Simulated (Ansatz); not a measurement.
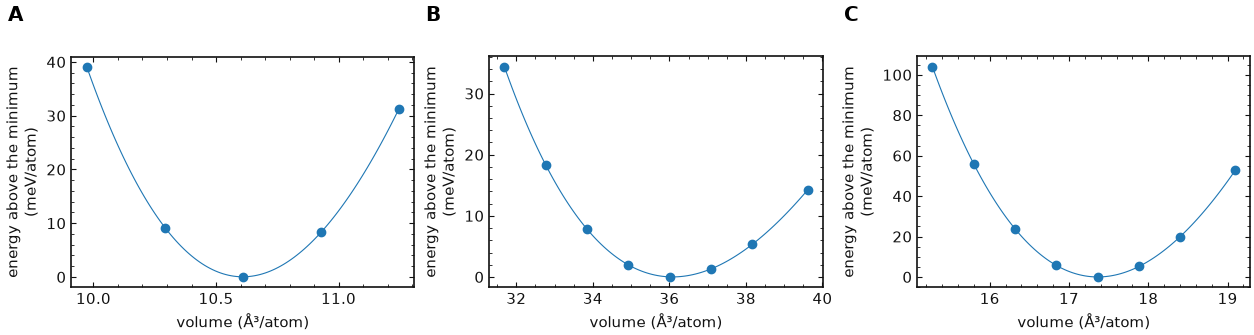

Each panel shows the energy above the minimum against volume for one of these solids: IrO₂, P4_2/mnm (No. 136); KBr, Fm-3m (No. 225); Ti, Fm-3m (No. 225).

How it was computed, with Ansatz 0.2.0: third-order Birch-Murnaghan fit to density functional energies at scaled volumes of the given relaxed cell, shape and atoms relaxed at each volume; energies count from the fitted minimum; plane waves with PAW datasets, Γ-centred k mesh. Level: r2SCAN, no spin polarisation.

> Which panel belongs to which solid?

A is IrO₂ (energy above the minimum from 0.0 meV/atom to 39.0 meV/atom, V0 10.61 Å³/atom, B0 292 GPa); B is KBr (energy above the minimum from 0.0 meV/atom to 34.4 meV/atom, V0 36.09 Å³/atom, B0 15.9 GPa); C is Ti (energy above the minimum from 0.0 meV/atom to 104.0 meV/atom, V0 17.36 Å³/atom, B0 112 GPa).

For IrO₂, limits of the calculation: no spin polarisation, a magnetic state may lie lower.
